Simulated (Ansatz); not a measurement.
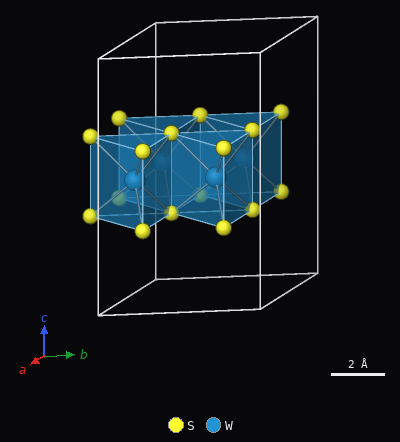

Fig. 1: The input geometry (polyhedral view of the cell of the calculation, with the vacuum cut short, seen slightly off an axis; polyhedra are completed across the faces of the cell).

## Single-point calculation, with input and output: WS₂

The run: single-point calculation of WS₂ (slab, 12 atoms in the cell). Method and program: DFT PBE+D3(BJ), scalar-relativistic, plane waves, PAW, no spin polarisation (Ansatz 0.2.0).

The structure derives from an entry of the Crystallography Open Database. It belongs to a series of runs on one base structure; here: the slab at its places in the relaxed adsorbed structure.

Input
```yaml
crystal:
  lattice:
    - [6.3144062659, 0.0, 0.0]
    - [-3.1572031329, 5.4684362361, 0.0]
    - [0.0, 0.0, 23.4297666296]
  atoms:
    - { symbol: S, position: [0.6666666667, 0.3333333333, 0.3414459959] }
    - { symbol: S, position: [0.6666666667, 0.8333333333, 0.3414459959] }
    - { symbol: S, position: [0.1666666667, 0.3333333333, 0.3414459959] }
    - { symbol: S, position: [0.1666666667, 0.8333333333, 0.3414459959] }
    - { symbol: W, position: [0.3333259053, 0.1666373982, 0.4087598261] }
    - { symbol: W, position: [0.3333994742, 0.6668177224, 0.4087822955] }
    - { symbol: W, position: [0.8333489702, 0.1667321507, 0.4087882665] }
    - { symbol: W, position: [0.8333014381, 0.6667021095, 0.4087469447] }
    - { symbol: S, position: [0.6665390952, 0.333491266, 0.4760863442] }
    - { symbol: S, position: [0.666825018, 0.8333809488, 0.4760023755] }
    - { symbol: S, position: [0.1669083873, 0.3334845831, 0.4760828072] }
    - { symbol: S, position: [0.166482907, 0.8333898165, 0.4761012737] }
basis:
  ecutwfc: 420
kpoints:
  mp_grid: { grid: [3, 3, 1] }
hamiltonian:
  xc: pbe
  dispersion: d3bj
scf:
  occupations: { method: gaussian, width: 0.05 }
output:
  forces: true
  eigenvalues: true
  write_density: true
  volumetric_format: npy
efield:
  axis: 3
  dipole_correction: true
  ramp_width: 0.04
```

Launched with:
```bash
ansatz run input.yaml --threads 2 --pin off --max-ram 5120MiB --backend cpu --events-out ev --progress --plain --runs-dir out
```

The program's output
```
Engine: ansatz 0.2.0, aarch64-unknown-linux-gnu
Pseudopotentials: kind: paw
Pseudopotential: S, paw, valence charge 6, recommended cutoff 420 eV (normal), S.paw.azcp
Pseudopotential: W, paw, valence charge 14, recommended cutoff 420 eV (normal), W.paw.azcp
Functional definition: PBE
  parameter kappa = 0.804
  parameter beta = 0.06672455060314922
  exchange = pbe_x(kappa = kappa, mu = beta*pi^2/3)
  correlation = pbe_c(beta = beta)
Crystal: 12 atoms, lattice volume = 809.028 Å³
Basis set: ecut = 420 eV, 15859 PW (Γ), exchange–correlation on 90×90×320 points (8 copies of the dense FFT grid, shifted against one another)
Bands: 64, of which v1, the nominal top of the filled ones, is band 52 counted from 1 (51 counted from 0)
Symmetry: 1 space group operations
Space group: P1 (ITA 1), of the structure as read, at distance tolerance 9.3e-5 Å
k-points: 5 of 9 (time reversal used)
Non-local potential: S, projectors of the file, l = 0: 2, l = 1: 2, l = 2: 2
Non-local potential: W, projectors of the file, l = 0: 3, l = 1: 2, l = 2: 2, l = 3: 1
PAW form: soft (Blöchl's): semilocal exchange-correlation on the pseudo side does not see the compensation charge
PAW one-centre angular grid: S, 110 points (default); XC on 64 Gauss nodes
PAW one-centre angular grid: W, 590 points (default); XC on 64 Gauss nodes
Initial density: superposition of atomic densities (neutral atoms: chi_scale 0, normalization atom), corrected by the library's trained network
Initial wavefunctions: pseudopotential atomic-orbital guess
Functional: x = pbe(κ = 0.804, μ = 0.2195149727645171), c = pbe(β = 0.06672455060314922)
SCF iter   1: F=—  HF=-48769.405514 eV  |F-HF|=—  |Δ(HF+E_count)|=         —  Δρ=3.06e-3  dr2=9.97e-2  ethr=1.77e-3  p=0.000 e·Å  D=2.32e-5 V/Å  ΔV_dip=-0.00 eV  dr2_dipole=1.44e-7  V_vac-E_F(+/−)=5.03/5.03 eV  ⟨swp⟩=9.0  Hψ=1674  notcnv=0
efield: sawtooth ramp at fractional position 0.8888 (placed from the atoms, in the widest stretch of the axis that holds none; the zero of the levels goes with the place), width 0.0400; the density the first Hamiltonian is built on has a dipole p = 0.000 e·Å; the dipole correction subtracts the counter field D = 2.32e-5 V/Å, which shifts the + side's vacuum level by -0.00 eV against the − side's; the planar-averaged density in the ramp window peaks in size at 1.1e-5 e/Å³
preconditioner: auto → Resta (q_TF=auto, 1.938 Å⁻¹)  ε∞=2.8  [insulator: Δε(μ)=1.933 eV  Ē_g=8.344 eV  σ=0.050 eV  W_gap=1.00  n_scr=80 (ndim 8)  ℏωp=11.1 eV  f_vac=0.706  D(μ)=0.00/eV (n_scr^D=0)  ε∞_Penn≈2.8  vacuum switching on, ρ_ref=5.0e-3 e/Å³]
SCF iter   2: F=—  HF=-48769.419833 eV  |F-HF|=—  |Δ(HF+E_count)|=   1.43e-2  Δρ=1.89e-3  dr2=4.21e-2  ethr=9.59e-5  p=-0.000 e·Å  D=-2.68e-5 V/Å  ΔV_dip=0.00 eV  dr2_dipole=1.70e-7  V_vac-E_F(+/−)=4.78/4.78 eV  ⟨swp⟩=3.4  Hψ=579  notcnv=0  defer=25
SCF iter   3: F=—  HF=-48769.419279 eV  |F-HF|=—  |Δ(HF+E_count)|=   5.54e-4  Δρ=1.07e-3  dr2=4.33e-3  ethr=4.05e-5  p=0.000 e·Å  D=4.47e-6 V/Å  ΔV_dip=-0.00 eV  dr2_dipole=6.12e-8  V_vac-E_F(+/−)=4.83/4.83 eV  ⟨swp⟩=2.0  Hψ=419  notcnv=0  defer=25
SCF iter   4: F=—  HF=-48769.425908 eV  |F-HF|=—  |Δ(HF+E_count)|=   6.63e-3  Δρ=1.62e-4  dr2=1.44e-4  ethr=4.16e-6  p=-0.000 e·Å  D=-6.52e-5 V/Å  ΔV_dip=0.00 eV  dr2_dipole=8.57e-7  V_vac-E_F(+/−)=4.74/4.74 eV  ⟨swp⟩=2.0  Hψ=475  notcnv=0  defer=25
SCF iter   5: F=—  HF=-48769.426080 eV  |F-HF|=—  |Δ(HF+E_count)|=   1.73e-4  Δρ=5.73e-5  dr2=1.24e-4  ethr=1.39e-7  p=0.001 e·Å  D=1.97e-4 V/Å  ΔV_dip=-0.00 eV  dr2_dipole=1.44e-5  V_vac-E_F(+/−)=4.72/4.72 eV  ⟨swp⟩=3.4  Hψ=743  notcnv=0  defer=25
SCF iter   6: F=—  HF=-48769.426065 eV  |F-HF|=—  |Δ(HF+E_count)|=   1.49e-5  Δρ=1.93e-5  dr2=8.88e-6  ethr=1.19e-7  p=-0.000 e·Å  D=-5.45e-5 V/Å  ΔV_dip=0.00 eV  dr2_dipole=5.17e-7  V_vac-E_F(+/−)=4.72/4.72 eV  ⟨swp⟩=2.0  Hψ=405  notcnv=0  defer=25
SCF iter   7: F=—  HF=-48769.425867 eV  |F-HF|=—  |Δ(HF+E_count)|=   1.99e-4  Δρ=7.10e-6  dr2=5.89e-7  ethr=8.54e-9  p=-0.000 e·Å  D=-9.25e-6 V/Å  ΔV_dip=0.00 eV  dr2_dipole=1.62e-9  V_vac-E_F(+/−)=4.72/4.72 eV  ⟨swp⟩=2.2  Hψ=475  notcnv=0  defer=25
SCF iter   8: F=—  HF=-48769.425867 eV  |F-HF|=—  |Δ(HF+E_count)|=   1.15e-7  Δρ=4.93e-6  dr2=6.33e-7  ethr=9.62e-11  p=-0.000 e·Å  D=-2.46e-5 V/Å  ΔV_dip=0.00 eV  dr2_dipole=5.13e-8  V_vac-E_F(+/−)=4.72/4.71 eV  ⟨swp⟩=14.4  Hψ=1811  notcnv=0
SCF iter   9: F=-48769.425867 eV  HF=-48769.425867 eV  |F-HF|=2.21e-8  |Δ(HF+E_count)|=   3.05e-8  Δρ=1.20e-6  dr2=1.49e-8  ethr=9.62e-11  p=-0.000 e·Å  D=-1.11e-5 V/Å  ΔV_dip=0.00 eV  dr2_dipole=4.69e-10  V_vac-E_F(+/−)=4.72/4.71 eV  ⟨swp⟩=4.0  Hψ=1371  notcnv=0
SCF 1 converged in 9 iterations: F = -48769.425867 eV  dr2 = 1.49e-8
  greatest PAW one-centre occupation: 1.000 electrons in one spin orbital (limit 2), on the W atom at site 6 (counted from 0), in its partial waves of l = 0
```

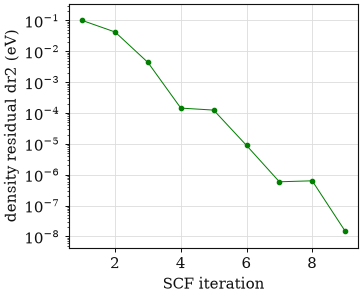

Fig. 2: Convergence of the self-consistent field: density residual dr2 against the SCF iteration. The residual falls almost steadily, with no more than small rises.

```
SCF converged after 9 iterations
Free energy (F): -48769.425867 eV
Harris-Foulkes:  -48769.425867 eV  (|F-HF|=2.21e-8)
Internal energy: -48769.425867 eV  (E = F + TS)
E sigma→0 (E₀):  -48769.425867 eV
Fermi energy:    -0.300314 eV
Dipole field:    D = -0.000026 V/Å  (p = -0.000114 e·Å, saw-weighted, corrected)
Work function:   Φ+ = 4.7153 eV   Φ− = 4.7147 eV
Levels:          The Fermi level and band energies are counted from a zero that moves with the ramp; work functions are not
--- Per-component energies (eV) ---
  E_band       = -2028.734245
  E_kinetic    = 2665.555813
  E_local      = -79451.096609  (includes V_loc(G=0)·N_el)
  E_nonlocal   = 229.181982
  E_hartree    = 38364.002400
  E_xc         = -1848.602111
  E_vxc        = -1659.994379  (∫ρ·V_xc dr)
  E_paw        = -39052.534814  (= ΣΔE_a)
  E_vpaw       = -540.394947  (= ΣTr[D̂ρ^β])
  E_aug_tail   = -0.000249  (compensation charges beyond the density's cutoff)
  E_efield     = 0.000000  (sawtooth field / dipole correction)
  E_vefield    = -0.000001  (∫n·V_field dr)
  E_ewald      = 30327.793857
  E_disp       = -3.726137  (pairwise vdW)
  E_smearing   = -0.000000  (= −TS)
  E_closure    = 0.000000  (closes the sum)
  Σ components = -48769.425867   (vs F -48769.425867, Δ=0.00e0)
--- Forces (eV/Å), atoms counted from 1 ---
  atom   1  S      0.00060110    -0.00211069     0.00468703
  atom   2  S     -0.00407365     0.00797671     0.00284092
  atom   3  S     -0.00146209     0.00562601     0.01280908
  atom   4  S      0.00054936     0.00067435     0.00272858
  atom   5  W     -0.00556249     0.00681007    -0.00236367
  atom   6  W     -0.00720346    -0.01423016    -0.01441685
  atom   7  W      0.00307074     0.01042724    -0.01497213
  atom   8  W      0.01107849    -0.00487418    -0.00579830
  atom   9  S      0.01389036    -0.00793226    -0.00393304
  atom  10  S     -0.01092769     0.00365501     0.02940439
  atom  11  S     -0.01243098    -0.00387107    -0.00279872
  atom  12  S      0.01247043    -0.00215082    -0.00818656
  max |Σ_I F_I| component: 7.40e-7 eV/Å
--- Band table (eV; the first three rows and the last of 5) ---
  k-point 0: bands = ["-75.1930", "-75.1744", "-75.1743", "-75.1738", "-39.6687", "-39.6685", "-39.6683", "-39.4918", "-39.4246", "-39.4243", "-39.4243", "-39.3936", "-39.3932", "-39.3929", "-39.3080", "-39.3080", "-16.1029", "-14.4713", "-13.9078", "-13.9045", "-13.9043", "-13.6858", "-13.6847", "-13.6830", "-7.8174", "-7.8166", "-7.8149", "-7.6950", "-6.4903", "-6.4897", "-6.4888", "-5.7277", "-5.7251", "-5.7235", "-4.6642", "-4.6635", "-4.6611", "-4.0746", "-4.0745", "-3.4701", "-3.4678", "-3.4662", "-3.4647", "-2.8270", "-2.8267", "-2.4740", "-2.4731", "-2.4722", "-2.2179", "-2.2175", "-2.2156", "-1.4099", "1.6778", "1.6782", "1.6958", "1.6963", "1.6965", "1.8073", "1.8074", "2.1064", "2.1065", "2.1073", "2.7776", "2.7823"]
  k-point 1: bands = ["-75.1883", "-75.1789", "-75.1744", "-75.1739", "-39.6237", "-39.6234", "-39.5804", "-39.4750", "-39.4413", "-39.4403", "-39.4397", "-39.4245", "-39.4243", "-39.4002", "-39.3721", "-39.3295", "-15.6497", "-14.5831", "-14.3017", "-13.9317", "-13.9298", "-13.9130", "-13.6661", "-13.6639", "-7.2693", "-7.2678", "-7.1730", "-7.0815", "-6.5573", "-6.5569", "-5.8317", "-5.7830", "-5.5487", "-5.5473", "-5.0847", "-4.8037", "-4.8031", "-4.4762", "-4.3178", "-4.0627", "-4.0619", "-3.6407", "-3.4434", "-3.3000", "-3.2997", "-3.2450", "-2.8073", "-2.6919", "-2.5113", "-1.8754", "-1.8734", "-1.6973", "1.0727", "1.3118", "1.3151", "1.3176", "1.3569", "1.4799", "1.5858", "2.1256", "2.1270", "2.3875", "2.3984", "2.3988"]
  k-point 2: bands = ["-75.1883", "-75.1789", "-75.1743", "-75.1740", "-39.6237", "-39.6234", "-39.5804", "-39.4750", "-39.4413", "-39.4402", "-39.4398", "-39.4245", "-39.4243", "-39.4002", "-39.3721", "-39.3295", "-15.6497", "-14.5831", "-14.3017", "-13.9319", "-13.9296", "-13.9131", "-13.6658", "-13.6641", "-7.2692", "-7.2679", "-7.1730", "-7.0815", "-6.5574", "-6.5568", "-5.8317", "-5.7830", "-5.5488", "-5.5472", "-5.0846", "-4.8040", "-4.8028", "-4.4762", "-4.3178", "-4.0625", "-4.0621", "-3.6407", "-3.4433", "-3.3000", "-3.2997", "-3.2450", "-2.8073", "-2.6919", "-2.5113", "-1.8747", "-1.8741", "-1.6973", "1.0727", "1.3120", "1.3157", "1.3168", "1.3569", "1.4799", "1.5858", "2.1256", "2.1270", "2.3874", "2.3984", "2.3990"]
  k-point 4: bands = ["-75.1883", "-75.1789", "-75.1743", "-75.1740", "-39.6236", "-39.6235", "-39.5804", "-39.4750", "-39.4413", "-39.4401", "-39.4398", "-39.4245", "-39.4243", "-39.4002", "-39.3721", "-39.3295", "-15.6497", "-14.5831", "-14.3017", "-13.9319", "-13.9296", "-13.9131", "-13.6655", "-13.6644", "-7.2692", "-7.2679", "-7.1730", "-7.0815", "-6.5577", "-6.5566", "-5.8317", "-5.7830", "-5.5491", "-5.5470", "-5.0846", "-4.8049", "-4.8018", "-4.4763", "-4.3177", "-4.0634", "-4.0613", "-3.6407", "-3.4432", "-3.3003", "-3.2994", "-3.2451", "-2.8073", "-2.6919", "-2.5114", "-1.8756", "-1.8732", "-1.6973", "1.0727", "1.3120", "1.3151", "1.3174", "1.3568", "1.4800", "1.5859", "2.1258", "2.1269", "2.3873", "2.3970", "2.4001"]
```

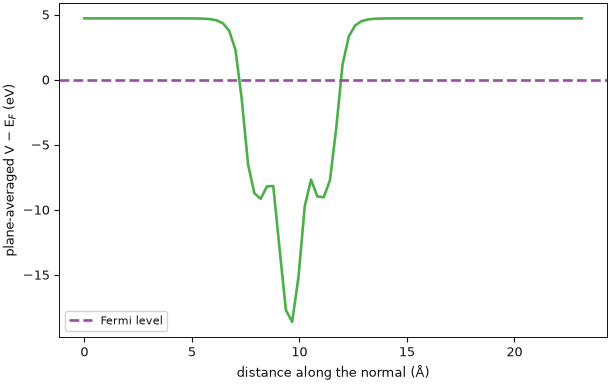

Fig. 3: Plane average of the electrostatic potential energy of an electron across the cell, from the Fermi level. The vacuum level lies 4.72 eV above the Fermi level.

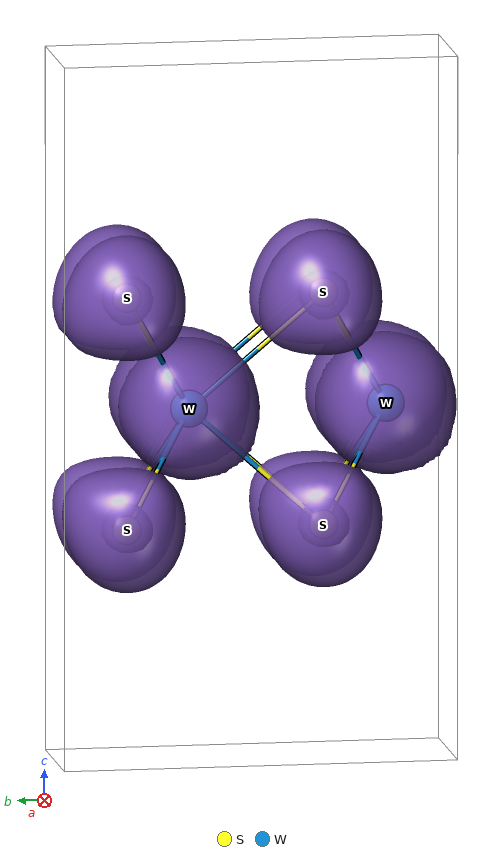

Fig. 4: Isosurface of the valence pseudo-density at 0.8 e/Å³ (purple), seen at an oblique angle. Sticks mark near contacts. At this value the density breaks into separate islands; it holds about 55 % of the electrons treated as valence (semicore included). It is pinched off along the W–S (2.41 Å) contacts. On the grid the lowest density along these lines, outside the cores, is 0.63 e/Å³ (W–S, 2.41 Å). In a PAW calculation such maps are meaningful between the atoms, not at the nuclei.

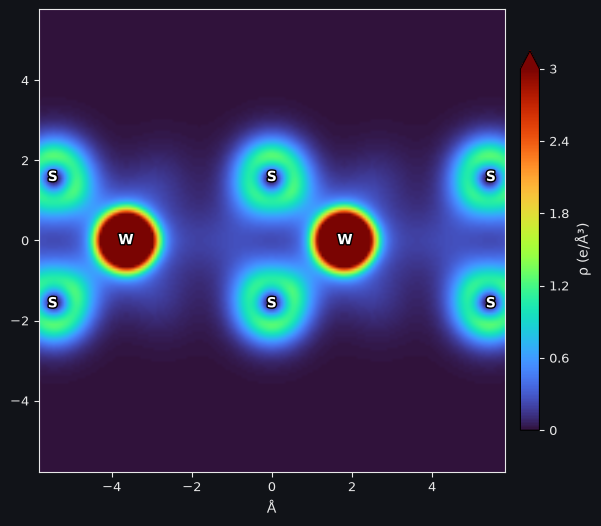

Fig. 5: Valence electron density on the (110) plane of the calculation cell, a cut from vacuum to vacuum. The section cuts through S and W sites. W–S (2.41 Å): the density is about 0.63 e/Å³ at the midpoint. The density dies away to nearly zero in the vacuum.

Key numbers

```json
{"quantity": "outcome", "value": "converged"}
{"quantity": "electrons treated", "value": "104"}
{"quantity": "free energy", "value": "−48769.4259 eV"}
{"quantity": "work function, top face", "value": "4.72 eV"}
{"quantity": "work function, bottom face", "value": "4.71 eV"}
{"quantity": "Fermi energy", "value": "−0.300 eV"}
{"quantity": "gap on the k-point mesh", "value": "1.93 eV"}
{"quantity": "work function (upper face)", "value": "4.72 eV"}
{"quantity": "largest force (length of the vector)", "value": "0.032 eV/Å"}
{"quantity": "hardware", "value": "2 threads of Arm Neoverse V1, 24 GiB of memory available, shared host"}
{"quantity": "wall time", "value": "20 s (CPU time 39 s)"}
{"quantity": "peak memory", "value": "1 GiB"}
```

Spin–orbit coupling is left out, which matters for W.
